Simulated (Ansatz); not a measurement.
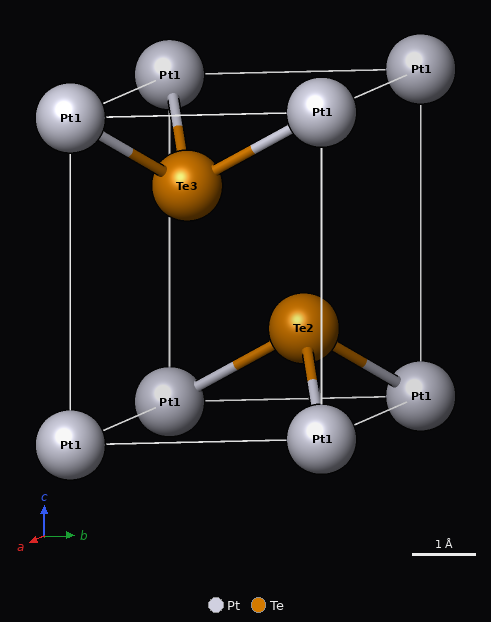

Figure 1. The structure (ball-and-stick view of the cell of the calculation, seen slightly off an axis; atoms are numbered from 1 in the order of the input). Near neighbours in the crystal (not all of them lie inside the picture): Pt has 6 Te at 2.70 Å; Te has 3 Pt at 2.70 Å.

## Wannier-function calculation, with input and output: PtTe₂

- system: PtTe₂ (P-3m1, 3 atoms in the cell)
- method: maximally localised Wannier functions of PBE bands, plane waves, PAW, no spin polarisation (Ansatz 0.2.0)

The structure was built on a prototype by a generator. The geometry comes from this level: r2scan-rvv10. It belongs to a series of runs on one base structure; here: metal d and anion p. Figures and captions count atoms from 1; the log counts them from 0 in places.

## Input
```yaml
crystal:
  lattice:
    - [4.0381770501, 0.0, 0.0]
    - [-2.019088525, 3.4971639103, 0.0]
    - [0.0, 0.0, 5.310961571]
  atoms:
    - { symbol: Pt, position: [0.0, 0.0, 0.0] }
    - { symbol: Te, position: [0.3333333333, 0.6666666667, 0.2568463257] }
    - { symbol: Te, position: [0.6666666667, 0.3333333333, 0.7431536743] }
kpoints:
  mp_grid: { grid: [6, 6, 4] }
  band_path:
    path:
      - [[0.0, 0.0, 0.0], [0.5, -7.690841913363e-18, -6.158619431888e-36], [0.3333333333333, 0.3333333333333, -6.539716128602e-35], [0.0, 0.0, 0.0], [-1.436956283859e-52, 4.72552278632e-52, 0.5], [0.5, -7.690841913363e-18, 0.5], [0.3333333333333, 0.3333333333333, 0.5], [-1.436956283859e-52, 4.72552278632e-52, 0.5]]
      - [[0.5, -7.690841913363e-18, 0.5], [0.5, -7.690841913363e-18, -6.158619431888e-36]]
      - [[0.3333333333333, 0.3333333333333, 0.5], [0.3333333333333, 0.3333333333333, -6.539716128602e-35]]
    npoints: 10
hamiltonian:
  xc: pbe
scf:
  occupations: { method: fermi_dirac, width: 0.02 }
  n_extra_bands: 6
output:
  forces: false
  stress: false
  eigenvalues: true
  wannier:
    kmesh: [6, 6, 4]
    projections: [{ species: Pt, l: d, shell: 5 }]
    minimise: true
    write_hr: true
    conv_tol: 1.0e-08
    max_iter: 3000
  write_density: true
  write_potential: true
  elf: true
  volumetric_format: npy
```

## File wannier.win
```
! ansatz wannier90 interface
! projections by site (counted from 0) and shell: 0 5D
! states of the run's bands (counted from 1): combinations of 17-25
! their least projectability: 0.5155
num_bands = 5
num_wann  = 5
num_iter  = 2000
conv_tol = 1e-8
conv_window = 5
guiding_centres = true
write_hr = true

begin unit_cell_cart
Ang
        4.038177050061949  -2.8867366381529504e-11                      0.0
      -2.0190885250059742       3.4971639103473864                      0.0
                      0.0                      0.0              5.310961571
end unit_cell_cart

begin atoms_frac
Pt                       0.0                      0.0                      0.0
Te        0.3333333333333333       0.6666666666666666             0.2568463257
Te        0.6666666666666666       0.3333333333333333             0.7431536743
end atoms_frac

mp_grid = 6 6 4
```

Machine: 4 threads of Intel Xeon (Granite Rapids), 64 GiB of memory available, shared host.

Run as:
```bash
ansatz run input.yaml --threads 4 --pin off --max-ram 3686MiB --backend cpu --events-out ev --progress --plain --runs-dir out
```

## Output
```
scf.n_extra_bands = 6 over 25 filled bands (N_el = 50.0): the run solves 31 bands
Engine: ansatz 0.2.0, x86_64-unknown-linux-gnu
Pseudopotentials: kind: paw
Pseudopotential: Pt, paw, valence charge 18, recommended cutoff 420 eV (normal), Pt.paw.azcp
Pseudopotential: Te, paw, valence charge 16, recommended cutoff 420 eV (normal), Te.paw.azcp
Functional definition: PBE
  parameter kappa = 0.804
  parameter beta = 0.06672455060314922
  exchange = pbe_x(kappa = kappa, mu = beta*pi^2/3)
  correlation = pbe_c(beta = beta)
Crystal: 3 atoms, lattice volume = 75.002 Å³
Basis set: ecut = 420 eV, 1433 PW (Γ)
Bands: 31, of which v1, the nominal top of the filled ones, is band 25 counted from 1 (24 counted from 0)
Symmetry: 12 space group operations
Space group: P-3m1 (ITA 164), of the structure as read, at distance tolerance 4.2e-5 Å
k-points: 24 of 144
Non-local potential: Pt, projectors of the file, l = 0: 3, l = 1: 2, l = 2: 2, l = 3: 1
Non-local potential: Te, projectors of the file, l = 0: 2, l = 1: 2, l = 2: 2, l = 3: 2
PAW form: soft (Blöchl's): semilocal exchange-correlation on the pseudo side does not see the compensation charge
PAW one-centre angular grid: Pt, 590 points (default); XC on 64 Gauss nodes
PAW one-centre angular grid: Te, 590 points (default); XC on 64 Gauss nodes
Initial density: superposition of atomic densities (neutral atoms: chi_scale 0, normalization atom), corrected by the library's trained network
Initial wavefunctions: pseudopotential atomic-orbital guess
Functional: x = pbe(κ = 0.804, μ = 0.2195149727645171), c = pbe(β = 0.06672455060314922)
SCF iter   1: F=—  HF=-26484.079041 eV  |F-HF|=—  |Δ(HF+E_count)|=         —  Δρ=2.99e-3  dr2=6.24e-3  ethr=1.77e-3  ⟨swp⟩=7.1  Hψ=3362  notcnv=0
preconditioner: auto → LDOS  [insulator: Δε(μ)=0.086 eV  Ē_g=9.515 eV  σ=0.020 eV  W_gap=0.78  n_scr=22 (ndim 8)  ℏωp=20.1 eV  f_vac=0.015  D(μ)=0.78/eV (n_scr^D=2)  ε∞_Penn≈5.5  β→1.0]
SCF iter   2: F=—  HF=-26484.080582 eV  |F-HF|=—  |Δ(HF+E_count)|=   1.54e-3  Δρ=2.73e-3  dr2=7.82e-3  ethr=1.25e-5  ⟨swp⟩=3.0  Hψ=1692  notcnv=0  defer=35
SCF iter   3: F=—  HF=-26484.078729 eV  |F-HF|=—  |Δ(HF+E_count)|=   1.85e-3  Δρ=4.96e-4  dr2=2.16e-4  ethr=1.25e-5  ⟨swp⟩=2.3  Hψ=1400  notcnv=0  defer=35
SCF iter   4: F=—  HF=-26484.078680 eV  |F-HF|=—  |Δ(HF+E_count)|=   4.88e-5  Δρ=7.76e-5  dr2=7.72e-6  ethr=4.32e-7  ⟨swp⟩=2.0  Hψ=1175  notcnv=0  defer=35
SCF iter   5: F=—  HF=-26484.078677 eV  |F-HF|=—  |Δ(HF+E_count)|=   2.60e-6  Δρ=2.81e-5  dr2=1.13e-6  ethr=1.54e-8  ⟨swp⟩=2.0  Hψ=1213  notcnv=0  defer=35
SCF iter   6: F=-26484.078677 eV  HF=-26484.078677 eV  |F-HF|=3.67e-9  |Δ(HF+E_count)|=   1.76e-7  Δρ=5.03e-6  dr2=2.70e-8  ethr=2.00e-10  ⟨swp⟩=6.0  Hψ=2628  notcnv=0
SCF 1 converged in 6 iterations: F = -26484.078677 eV  dr2 = 2.70e-8
  greatest PAW one-centre occupation: 1.000 electrons in one spin orbital (limit 2), on the Pt atom at site 0 (counted from 0), in its partial waves of l = 0
NSCF: frozen V_eff on 93 k-points
NSCF: frozen V_eff on 27 k-points
the Wannier pass solved 27 of the 144 points of its mesh, and has the states at the others by symmetry: states obtained by the crystal's operations at points that were solved too leave a residual of 3.01e-13 eV (read by the count's bands and the next), within 1.11e-5 eV
SCF converged after 6 iterations
Free energy (F): -26484.078677 eV
Harris-Foulkes:  -26484.078677 eV  (|F-HF|=3.67e-9)
Internal energy: -26484.077592 eV  (E = F + TS)
E sigma→0 (E₀):  -26484.078135 eV
Entropy (-TS):   -0.001085 eV (-0.362 meV/atom)
Fermi energy:    13.364190 eV
--- Per-component energies (eV) ---
  E_band       = -716.460845
  E_kinetic    = 1000.926426
  E_local      = -4583.155147  (includes V_loc(G=0)·N_el)
  E_nonlocal   = -421.507952
  E_hartree    = 2424.798751
  E_xc         = -511.636842
  E_vxc        = -512.884267  (∫ρ·V_xc dr)
  E_paw        = -18779.237159  (= ΣΔE_a)
  E_vpaw       = -1049.445266  (= ΣTr[D̂ρ^β])
  E_aug_tail   = -0.000131  (compensation charges beyond the density's cutoff)
  E_ewald      = -5614.265538
  E_smearing   = -0.001085  (= −TS)
  E_closure    = 0.000000  (closes the sum)
  Σ components = -26484.078677   (vs F -26484.078677, Δ=0.00e0)
--- Band table (eV; the first three rows and the last of 24) ---
  k-point 0: bands = ["-85.7482", "-40.0033", "-40.0033", "-39.9267", "-24.1542", "-24.1542", "-24.1439", "-24.1410", "-24.1375", "-24.1375", "-24.1368", "-24.1368", "-24.1325", "-24.1325", "-0.5137", "2.6941", "6.7282", "7.7421", "7.7421", "9.6420", "9.6420", "10.6897", "12.9190", "12.9190", "14.4484", "14.4484", "14.7790", "16.2144", "17.5887", "19.3630", "19.3630"]
  k-point 1: bands = ["-85.7482", "-40.0033", "-40.0033", "-39.9267", "-24.1520", "-24.1520", "-24.1437", "-24.1412", "-24.1403", "-24.1403", "-24.1368", "-24.1368", "-24.1319", "-24.1319", "-0.2462", "1.9422", "7.7179", "7.7809", "7.7809", "9.6270", "9.6270", "10.7682", "12.5595", "12.5595", "13.4243", "15.0083", "15.0083", "16.6965", "18.4957", "19.0110", "19.0110"]
  k-point 2: bands = ["-85.7482", "-40.0033", "-40.0033", "-39.9267", "-24.1482", "-24.1482", "-24.1441", "-24.1441", "-24.1435", "-24.1413", "-24.1375", "-24.1375", "-24.1313", "-24.1313", "0.2646", "1.0708", "7.8210", "7.8210", "8.8005", "9.6140", "9.6140", "11.0757", "11.9267", "12.2911", "12.2911", "15.5671", "15.5671", "17.5234", "18.5406", "18.5406", "19.1941"]
  k-point 23: bands = ["-85.7482", "-40.0055", "-40.0055", "-39.9264", "-24.1491", "-24.1491", "-24.1464", "-24.1429", "-24.1365", "-24.1365", "-24.1358", "-24.1340", "-24.1340", "-24.1336", "1.7369", "1.7369", "7.4460", "7.4460", "7.5053", "9.3596", "9.3596", "9.3705", "9.8979", "10.7273", "10.7273", "15.7059", "15.7059", "19.1043", "19.9358", "19.9358", "20.4405"]
Wannier search: line search 1 of at most 3000: gauge-dependent spread (as the search counts it) 0.7698804 Å², largest recent change 5.4e-2 Å² and fall left 1.1e-4 Å² against conv_tol 1.0e-8 Å², 0 stops escaped
```

## File rho_z.tsv
```
# z_ang	rho[e/angstrom^3]
# format = ansatz-planar-average/11
# lattice	4.038177050	-0.000000000	0.000000000
# lattice	-2.019088525	3.497163910	0.000000000
# lattice	0.000000000	0.000000000	5.310961571
# sites	3
# site	78	0.000000000	0.000000000	0.000000000
# site	52	0.000000000	2.331442607	1.364100965
# site	52	2.019088525	1.165721303	3.946860606
0.000000	1.210309e0
0.147527	1.153347e0
0.295053	1.005738e0
0.442580	8.171564e-1
0.590107	6.472314e-1
0.737634	5.724655e-1
0.885160	6.431425e-1
1.032687	8.225056e-1
1.180214	1.009555e0
1.327740	1.101697e0
1.475267	1.042074e0
1.622794	8.480719e-1
1.770321	5.976133e-1
1.917847	3.800393e-1
2.065374	2.446924e-1
2.212901	1.793813e-1
2.360427	1.453144e-1
2.507954	1.251536e-1
2.655481	1.186056e-1
2.803007	1.251536e-1
2.950534	1.453144e-1
3.098061	1.793813e-1
3.245588	2.446924e-1
3.393114	3.800393e-1
3.540641	5.976133e-1
3.688168	8.480719e-1
3.835694	1.042074e0
3.983221	1.101697e0
4.130748	1.009555e0
4.278275	8.225056e-1
4.425801	6.431425e-1
4.573328	5.724655e-1
4.720855	6.472314e-1
4.868381	8.171564e-1
5.015908	1.005738e0
5.163435	1.153347e0
```

## File wannier.spreads.toml
```
omega_i_ang2 = 17.549003417785684
omega_d_ang2 = 0.000000000003802415355921435
omega_od_ang2 = 0.7500915579280386
omega_total_ang2 = 18.299094975717527
least_projectability = 0.5154708637731976
b_vectors_match_mmn = true
n_iter = 51
converged = true
rejected_fitted_steps = 1

[[wannier]]
r = [0.00000000005394105321133857, 0.000000000009861478057104403, 0.000000000023016620154879222]
spread = 3.002217571322235

[[wannier]]
r = [-0.0000000001244091038029651, 0.00000000018317410680062057, -0.000000000040890102003921406]
spread = 3.0040527508331265

[[wannier]]
r = [-0.00000000006808409868118657, 0.0000000001822314084410503, -0.0000000000027346884413635706]
spread = 3.004106301841429

[[wannier]]
r = [0.000000000012098899513579157, 0.00000000003738042107077237, -0.00000000007943333731563302]
spread = 4.640679133945538

[[wannier]]
r = [0.000000000009513284146705611, 0.000000000015480613351856812, -0.00000000000044168703903839016]
spread = 4.648039217775526

[[curvature_check]]
after_line_search = 18
omega_tilde_before_ang2 = 0.7501502554605269
krylov_steps = 40
lowest_ritz_value_ang2 = -0.0016839246339675632
residual_ang2 = 4.733244165296896e-16
settled = true
first_negative_step = 8
curvature_along_ang2 = -0.0016843709705235532
angle_rad = 0.17735841140904343
omega_tilde_after_ang2 = 0.7501161314415015
outcome = "escaped"

[[curvature_check]]
after_line_search = 51
omega_tilde_before_ang2 = 0.750091557931841
krylov_steps = 37
lowest_ritz_value_ang2 = 0.00048025813794683956
residual_ang2 = 4.961483665753025e-12
settled = true
outcome = "no-negative-curvature"
```

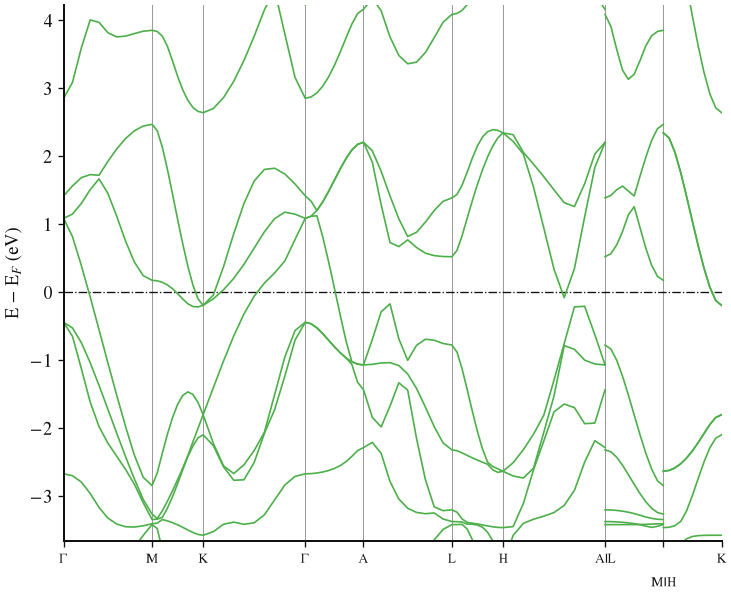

Figure 2. Band structure along Γ–M–K–Γ–A–L–H–A|L–M|H–K, with energies from the Fermi level. Bands cross the Fermi level: a metal at this level of theory.

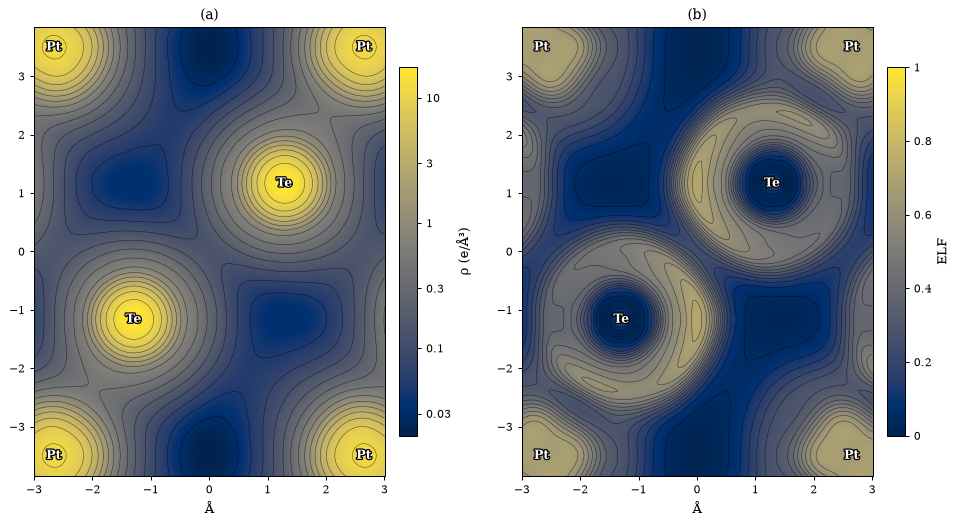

Figure 3. (a) valence electron density; (b) electron localisation function on the (110) plane of the conventional cell. Atoms in the plane: Pt and Te. Te–Pt (2.70 Å): ρ is about 0.48 e/Å³ halfway; the ELF is about 0.50 at the midpoint. Away from the nuclei the density in this plane falls to 0.02 e/Å³ at its lowest. The strong features right at Pt lie inside the PAW spheres (semicore, d or f shells) and say nothing about bonding. The fields are those of the smooth PAW valence density.

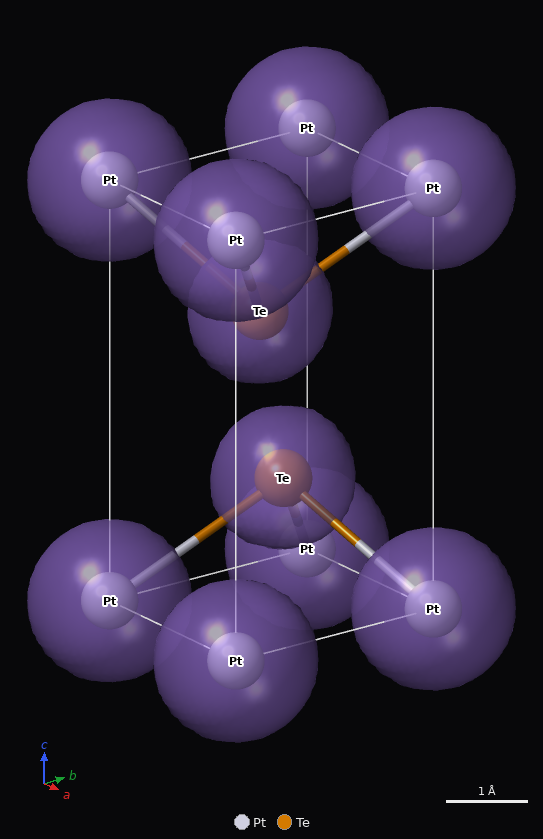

Figure 4. Isosurface of the valence pseudo-density at 0.8 e/Å³ (purple), seen slightly off an axis. Sticks mark near contacts. The outline is the cell set on symmetry axes. At this value the density breaks into separate islands; it holds about 70 % of the electrons treated as valence (semicore included). It is pinched off along the Te–Pt (2.70 Å) contacts. On the grid the lowest density along these lines, outside the cores, is 0.48 e/Å³ (Te–Pt, 2.70 Å).

## Results in brief

```json
{"quantity": "outcome", "value": "converged"}
{"quantity": "space group (tolerance 0.01 Å)", "value": "P-3m1 (164)"}
{"quantity": "electrons treated", "value": "50"}
{"quantity": "free energy", "value": "−26484.0787 eV"}
{"quantity": "total spread of the Wannier functions", "value": "18.299 Å²"}
{"quantity": "Fermi energy", "value": "13.364 eV"}
{"quantity": "band gap", "value": "none (metallic)"}
{"quantity": "wall time", "value": "1.9 s (CPU time 6.4 s)"}
{"quantity": "peak memory", "value": "0.57 GiB"}
```

## Notes

Spin–orbit coupling is left out, which matters for Pt.
